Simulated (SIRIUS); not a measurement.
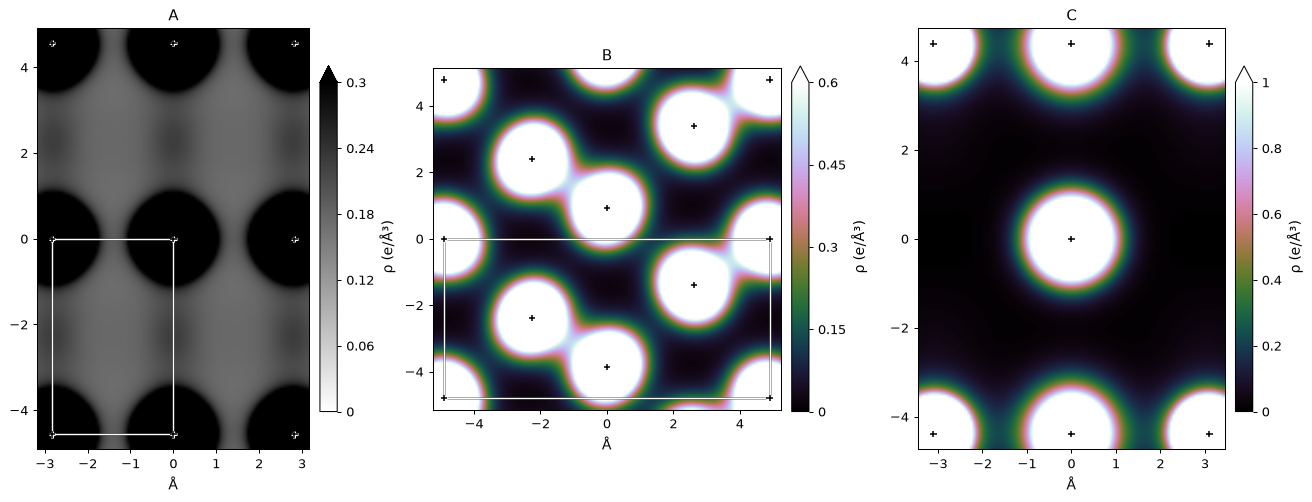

The total electron density of 3 systems, each on a plane through atoms (crosses mark nuclei in the plane).

Method: Kohn-Sham DFT of a periodic cell, PBEsol, all-electron FP-LAPW (SIRIUS 7.12.0).

System 1: Ti, the (11̄0) plane of the conventional cell. Space group P6/mmm; a structure from a database of computed crystals, not necessarily the ambient phase.

```xyz
3
Lattice="4.5674 0.0000 0.0000 -2.2837 3.9555 0.0000 0.0000 0.0000 2.8262" Properties=species:S:1:pos:R:3 pbc="T T T"
Ti    2.2837    1.3185    1.4131
Ti    0.0000    2.6370    1.4131
Ti    0.0000    0.0000    0.0000
```

System 2: I, the (11̄0) plane of the conventional cell. Space group P1; not relaxed (largest force 0.8 eV/Å).

```
I
1.0
     3.63503   -2.39502    0.00000
    -3.63503   -2.39502    0.00000
     0.00000    0.00000   -9.79344
I
4
Direct
  0.65349 0.65325 0.61705
  0.15234 0.15965 0.88639
  0.36674 0.35483 0.38453
  0.84626 0.84630 0.11781
```

System 3: CsSnI₃, the (101̄) plane of the conventional cell. Space group Pm-3m.

```xyz
5
Lattice="6.2057 0.0000 0.0000 0.0000 6.2057 0.0000 0.0000 0.0000 6.2057" Properties=species:S:1:pos:R:3 pbc="T T T"
Cs    0.0000    0.0000    0.0000
I     3.1029    3.1029    0.0000
I     3.1029    0.0000    3.1029
I     0.0000    3.1029    3.1029
Sn    3.1029    3.1029    3.1029
```

### Which map belongs to which system?

Panel A is system 1, Ti: the plane holds Ti. Ti–Ti (2.83 Å): ρ is about 0.19 e/Å³ halfway. Panel B is system 2, I: the plane holds I. I–I (2.67 Å): ρ at the midpoint is about 0.52 e/Å³. Panel C is system 3, CsSnI₃: the plane holds Cs, I and Sn. Sn–I (3.10 Å): the density is about 0.23 e/Å³ at the midpoint.
